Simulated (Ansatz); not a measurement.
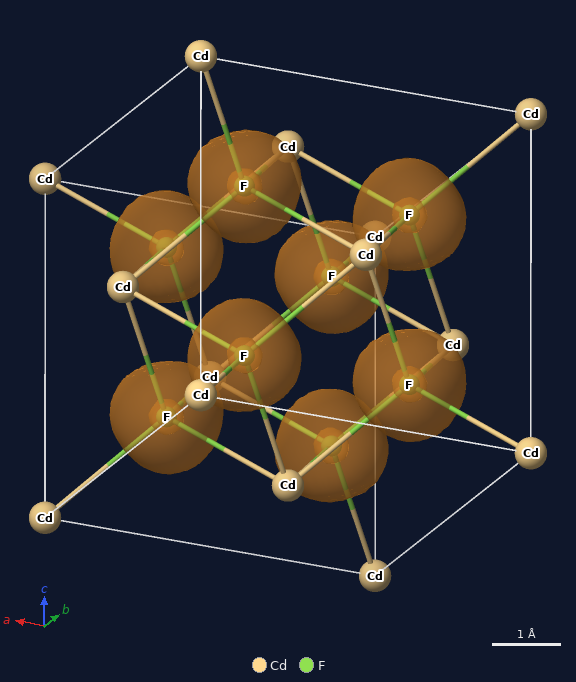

The picture shows: CdF₂. Isosurface of the electron localisation function at 0.65 (orange), seen at an oblique angle. Core shells and regions of very low density are left out. Sticks mark near contacts.

Space group Fm-3m; a structure generated by program, which may or may not match a known phase; computed pressure about −3 GPa in this cell.

The calculation used DFT r2SCAN, scalar-relativistic, plane waves, PAW (Ansatz).

In a PAW calculation such maps are meaningful between the atoms, not at the nuclei.

Input

```
crystal:
  lattice:
    - [1.9247055084, 1.1112292434, 3.1448134107]
    - [-1.9247055084, 1.1112292434, 3.1448134107]
    - [0.0, -2.2224584868, 3.1448134107]
  atoms:
    - { symbol: Cd, position: [0.0, 0.0, 0.0] }
    - { symbol: F, position: [0.7500104912, 0.7500104912, 0.7500104912] }
    - { symbol: F, position: [0.2499895088, 0.2499895088, 0.2499895088] }
basis:
  ecutwfc: 500
kpoints:
  mp_grid: { grid: [9, 9, 9] }
  band_path:
    path:
      - [[0.0, 0.0, 0.0], [0.5, 0.5, 0.5], [0.75009444, 0.24990556, 0.5]]
      - [[0.5, -0.24990556, 0.24990556], [0.5, 0.0, 0.0], [0.0, 0.0, 0.0], [0.37495278, -0.37495278, 0.0]]
      - [[0.62504722, 0.0, 0.37495278], [0.5, 0.0, 0.5], [0.0, 0.0, 0.0]]
    npoints: 14
hamiltonian:
  xc: r2scan
scf:
  occupations: { method: gaussian, width: 0.02 }
  n_extra_bands: 7
output:
  forces: true
  stress: true
  eigenvalues: true
  populations: true
  dos: { projected: true, de: 0.02, nscf_kmesh: { grid: [14, 14, 14] } }
  bader: true
  write_density: true
  write_potential: true
  elf: true
  volumetric_format: npy
```

Run with:

```sh
ansatz run input.yaml --threads 1 --pin off --max-ram 2048MiB --backend cpu --events-out ev --progress --plain --runs-dir out
```

Below, planes, directions and counts refer to the conventional cell (a = 5.44 Å, b = 5.44 Å, c = 5.44 Å, α = 89.98°, β = 89.98°, γ = 89.98°).

Describe the localisation domains.

The surface consists of eight regions wrapped around F (the valence shell of each), counted in one cell of 12 atoms. Regions shared between cells count once. Along the contacts the grid gives the following. Cd–F (2.36 Å): the ELF is about 0.05 at the midpoint (no localised pair shows between them).

What Bader charges does the calculation give?

Electrons move from Cd towards F. Bader charges: Cd +1.54 and F −0.77 e.
